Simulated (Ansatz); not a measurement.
W: single-point calculation

The run: single-point calculation of W (R-3m, 1 atom in the cell). Method and program: DFT PBE, scalar-relativistic, plane waves, PAW, no spin polarisation (Ansatz 0.2.0).

The structure derives from an entry of the Crystallography Open Database. It belongs to a series of runs on one base structure; here: ratio of the length along [111] to the lengths across it x 1.08, volume and fractional coordinates fixed. Figures and captions count atoms from 1; the log counts them from 0 in places.

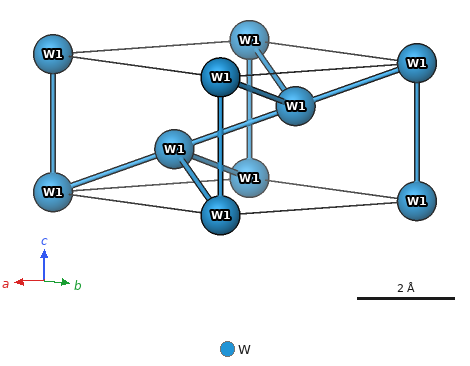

Figure 1. The structure (ball-and-stick view of the cell 3 times as large as that of the calculation, set on its symmetry axes, seen at an oblique angle; atoms are numbered from 1 in the order of the input). Near neighbours in the crystal (not all of them lie inside the picture): W has 8 W at 2.72 to 2.91 Å.

### The input
```yaml
crystal:
  lattice:
    - [-1.5153286575, 1.5983603647, 1.5983603647]
    - [1.5983603647, -1.5153286575, 1.5983603647]
    - [1.5983603647, 1.5983603647, -1.5153286575]
  atoms:
    - { symbol: W, position: [0.0, 0.0, 0.0] }
basis:
  ecutwfc: 420
kpoints:
  mp_grid: { grid: [24, 24, 24] }
hamiltonian:
  xc: pbe
scf:
  occupations: { method: gaussian, width: 0.15 }
output:
  forces: true
  stress: true
  eigenvalues: true
  write_density: true
  write_potential: true
  elf: true
  volumetric_format: npy
```

Machine: 1 thread of Arm Neoverse V2, 24 GiB of memory available, shared host.

Command:
```bash
ansatz run input.yaml --threads 1 --pin off --max-ram 2560MiB --backend cpu --events-out ev --progress --plain --runs-dir out
```

### Log
```
Engine: ansatz 0.2.0, aarch64-unknown-linux-gnu
Pseudopotentials: kind: paw
Pseudopotential: W, paw, valence charge 14, recommended cutoff 420 eV (normal), W.paw.azcp
Functional definition: PBE
  parameter kappa = 0.804
  parameter beta = 0.06672455060314922
  exchange = pbe_x(kappa = kappa, mu = beta*pi^2/3)
  correlation = pbe_c(beta = beta)
Crystal: 1 atoms, lattice volume = 16.301 Å³
Basis set: ecut = 420 eV, 333 PW (Γ), exchange–correlation on 40×40×40 points (8 copies of the dense FFT grid, shifted against one another)
Bands: 11, of which v1, the nominal top of the filled ones, is band 7 counted from 1 (6 counted from 0)
Symmetry: 12 space group operations
Space group: R-3m (ITA 166), of the structure as read, at distance tolerance 2.5e-5 Å
k-points: 1313 of 13824
Non-local potential: W, projectors of the file, l = 0: 3, l = 1: 2, l = 2: 2, l = 3: 1
PAW form: soft (Blöchl's): semilocal exchange-correlation on the pseudo side does not see the compensation charge
PAW one-centre angular grid: W, 590 points (default); XC on 64 Gauss nodes
Initial density: superposition of atomic densities (neutral atoms: chi_scale 0, normalization atom), corrected by the library's trained network
Initial wavefunctions: pseudopotential atomic-orbital guess
Functional: x = pbe(κ = 0.804, μ = 0.2195149727645171), c = pbe(β = 0.06672455060314922)
SCF iter   1: F=—  HF=-10384.775369 eV  |F-HF|=—  |Δ(HF+E_count)|=         —  Δρ=1.93e-3  dr2=1.79e-4  ethr=1.77e-3  ⟨swp⟩=5.0  Hψ=76102  notcnv=0
preconditioner: auto → none  [metal: Δε(μ)=0.008 eV  Ē_g=8.795 eV  σ=0.150 eV  W_gap=0.03  n_scr=0 (ndim 8)  ℏωp=22.5 eV  f_vac=0.000  D(μ)=0.45/eV (n_scr^D=0)]
SCF iter   2: F=—  HF=-10384.775089 eV  |F-HF|=—  |Δ(HF+E_count)|=   2.80e-4  Δρ=9.50e-4  dr2=4.10e-5  ethr=1.28e-6  ⟨swp⟩=2.2  Hψ=32051  notcnv=0
SCF iter   3: F=—  HF=-10384.775117 eV  |F-HF|=—  |Δ(HF+E_count)|=   2.80e-5  Δρ=1.88e-4  dr2=4.59e-6  ethr=2.93e-7  ⟨swp⟩=2.0  Hψ=21595  notcnv=0
SCF iter   4: F=—  HF=-10384.775115 eV  |F-HF|=—  |Δ(HF+E_count)|=   1.48e-6  Δρ=5.05e-5  dr2=1.75e-7  ethr=3.28e-8  ⟨swp⟩=3.0  Hψ=23483  notcnv=0
iter 5 did not close the SCF: its close was put off for the readings that it lacked (scf_convergence_deferred on its scf_iter line)
SCF iter   5: F=-10384.775115 eV  HF=-10384.775115 eV  |F-HF|=2.67e-9  |Δ(HF+E_count)|=   4.54e-8  Δρ=7.97e-6  dr2=3.45e-9  ethr=1.25e-9  ⟨swp⟩=2.0  Hψ=21393  notcnv=0
SCF iter   6: F=-10384.775115 eV  HF=-10384.775115 eV  |F-HF|=7.28e-12  |Δ(HF+E_count)|=   3.32e-9  Δρ=6.31e-7  dr2=2.85e-11  ethr=2.46e-11  ⟨swp⟩=5.0  Hψ=73499  notcnv=0
SCF 1 converged in 6 iterations: F = -10384.775115 eV  dr2 = 2.85e-11
  greatest PAW one-centre occupation: 1.000 electrons in one spin orbital (limit 2), on the W atom at site 0 (counted from 0), in its partial waves of l = 0
```

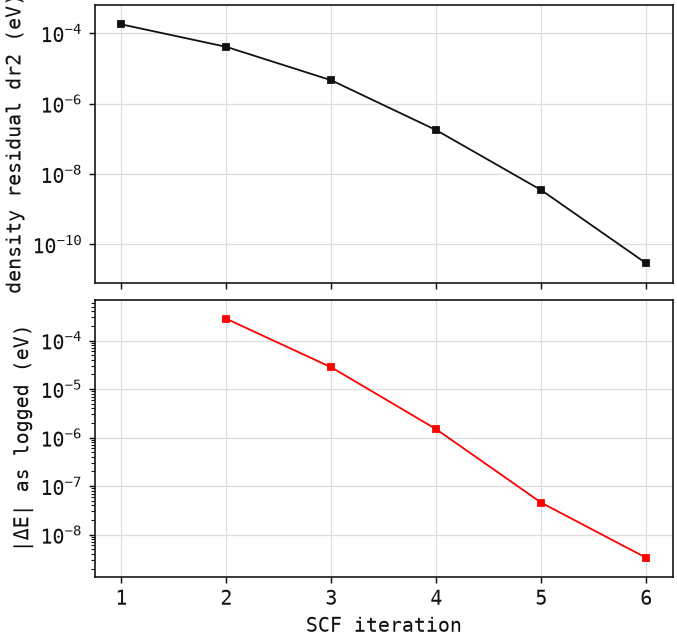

Figure 2. Convergence of the self-consistent field: density residual dr2 and size of the energy change against the SCF iteration. The residual falls at every step.

```
SCF converged after 6 iterations
Free energy (F): -10384.775115 eV
Harris-Foulkes:  -10384.775115 eV  (|F-HF|=7.28e-12)
Internal energy: -10384.769997 eV  (E = F + TS)
E sigma→0 (E₀):  -10384.772556 eV
Entropy (-TS):   -0.005119 eV (-5.119 meV/atom)
Fermi energy:    21.969126 eV
--- Per-component energies (eV) ---
  E_band       = -91.044370
  E_kinetic    = 449.162488
  E_local      = -620.355964  (includes V_loc(G=0)·N_el)
  E_nonlocal   = 0.322626
  E_hartree    = 221.567031
  E_xc         = -266.685093
  E_vxc        = -238.452503  (∫ρ·V_xc dr)
  E_paw        = -8562.381753  (= ΣΔE_a)
  E_vpaw       = -124.855143  (= ΣTr[D̂ρ^β])
  E_aug_tail   = -0.000058  (compensation charges beyond the density's cutoff)
  E_ewald      = -1606.399274
  E_smearing   = -0.005119  (= −TS)
  E_closure    = 0.000000  (closes the sum)
  Σ components = -10384.775115   (vs F -10384.775115, Δ=0.00e0)
--- Forces (eV/Å), atoms counted from 1 ---
  atom   1  W     -0.00000000    -0.00000000    -0.00000000
  max |Σ_I F_I| component: 5.14e-33 eV/Å
--- Stress (GPa, compression-positive) ---
       -1.800890      -6.088578      -6.088578
       -6.088578      -1.800890      -6.088578
       -6.088578      -6.088578      -1.800890
  P = ⅓ Tr σ = -1.8009 GPa (-18.009 kbar)
--- Band table (eV; the first three rows and the last of 1313) ---
  k-point 0: bands = ["-52.2289", "-15.9894", "-15.7945", "-15.7945", "12.4499", "20.1838", "20.1838", "21.5992", "24.2547", "24.2547", "35.9407"]
  k-point 1: bands = ["-52.2272", "-16.0013", "-15.8083", "-15.7947", "12.5274", "20.1476", "20.1988", "21.6311", "24.2023", "24.2550", "36.0321"]
  k-point 2: bands = ["-52.2219", "-16.0402", "-15.8446", "-15.7953", "12.7552", "20.0424", "20.2219", "21.7435", "24.0748", "24.2594", "36.2833"]
  k-point 1312: bands = ["-52.0101", "-16.7789", "-16.7789", "-16.5641", "16.2973", "16.2973", "25.6689", "27.4368", "27.4368", "29.4548", "30.2686"]
```

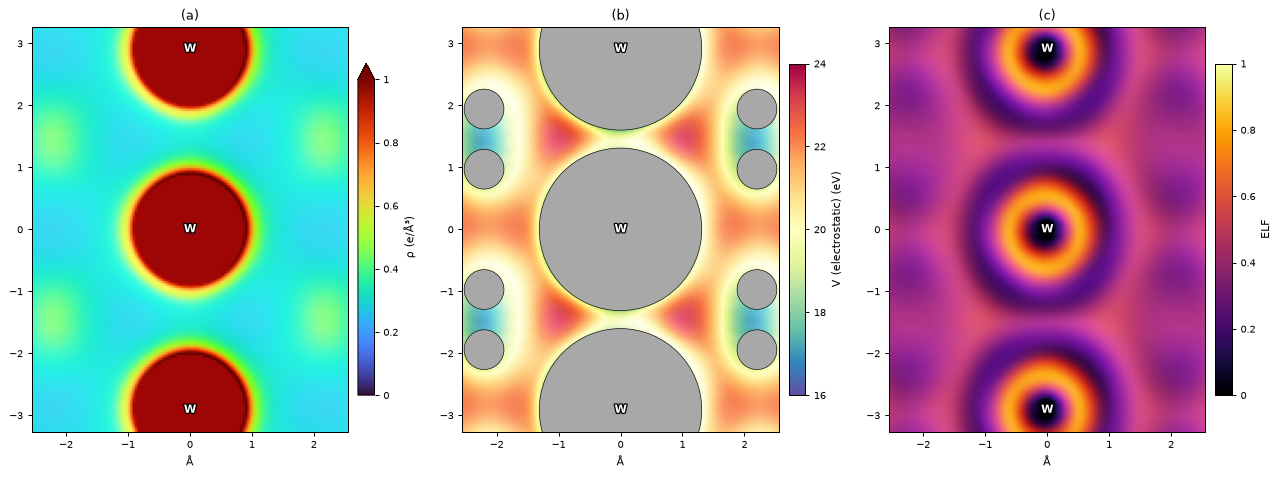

Figure 3. (a) valence electron density; (b) electrostatic potential energy of an electron; (c) electron localisation function on the (100) plane of the conventional cell. Grey discs, where drawn, cover atomic cores. The section cuts through W sites. W–W (2.91 Å): the density is about 0.32 e/Å³ at the midpoint; the ELF is about 0.35 at the midpoint, as expected for nearly free electrons, as in a simple metal. Away from the nuclei the density in this plane falls to 0.26 e/Å³ at its lowest. The strong features right at W lie inside the PAW spheres (semicore, d or f shells) and say nothing about bonding. Outside the cores the potential energy rises away from the atoms and is highest about 1.8 Å from the nearest atoms; outside the discs it spans about 6 eV, and its zero is arbitrary. Core electrons are frozen (PAW), so the fields are smoothed inside the atomic spheres.

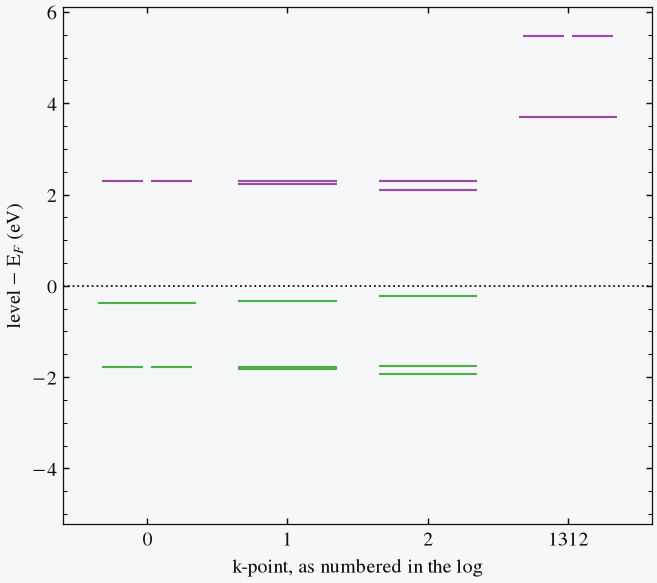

Figure 4. Kohn–Sham levels near the Fermi level (dotted) at the few k-points that the log prints; levels within 0.02 eV of each other stand side by side. The system is metallic on the full mesh.

### Summary

- outcome: converged
- space group (tolerance 0.01 Å): R-3m (166)
- electrons treated: 14
- free energy: −10384.7751 eV
- Fermi energy: 21.969 eV
- gap on the k-point mesh: none (metallic)
- pressure: −1.80 GPa
- largest force (length of the vector): under 0.001 eV/Å
- wall time: 13 s
- peak memory: 0.49 GiB

### Remarks

Spin–orbit coupling is left out, which matters for W.
